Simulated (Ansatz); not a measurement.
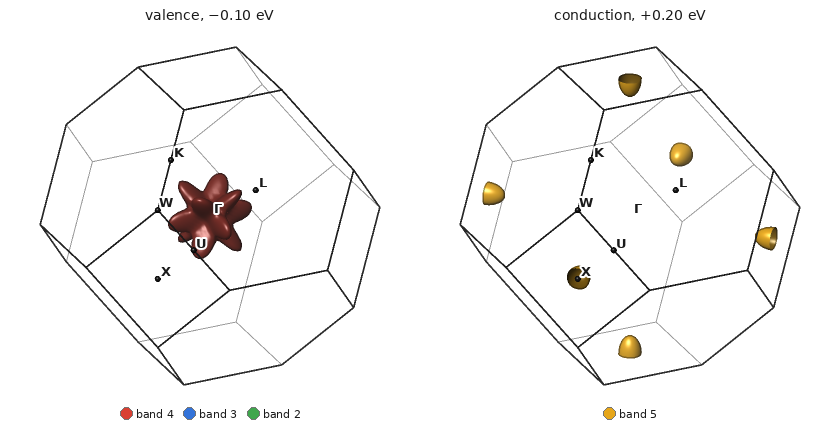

SiC in space group F-43m: constant-energy surfaces at both band edges (energies from each edge).

Level of theory: Ansatz 0.2.0, DFT PBE, scalar-relativistic, plane waves, PAW; levels and slopes on a dense k mesh at the converged density. No spin polarisation. k mesh for the levels: 34×34×34. Cell and positions as given, without relaxation (residual pressure 3 GPa).

Masses come from a second pass at points close to the extrema; at the energies drawn a band may no longer be parabolic.

> Is the gap direct or indirect, and how large does the calculation make it?

The gap is indirect, 1.36 eV at this level of theory (semilocal functionals give gaps that are too small, and can reorder valleys that lie close).

> Give the valleys and their effective masses.

Valence band (extrema up to 0.10 eV from the edge): one maximum at Γ, three bands meeting there, with masses of 0.37 and 0.59 mₑ among them, each the same along x, y and z. Band 4 forms the valence edge; band 3 meets it there and band 2 meets it there.
Conduction band (extrema up to 0.20 eV from the edge): three equivalent minima at X, principal masses 0.23, 0.23 and 0.67 mₑ. Band 5 forms the conduction edge.

Where one band's surface lies inside another's, the outer one hides all or part of it.

Spin-orbit coupling, left out here, can split bands that meet at an edge and change their masses.

Cost: 14 s on 2 threads of Intel(R) Xeon(R) Platinum 8259CL CPU @ 2.50GHz (Skylake/Cascade Lake) (shared host), peak memory 0.44 GiB.
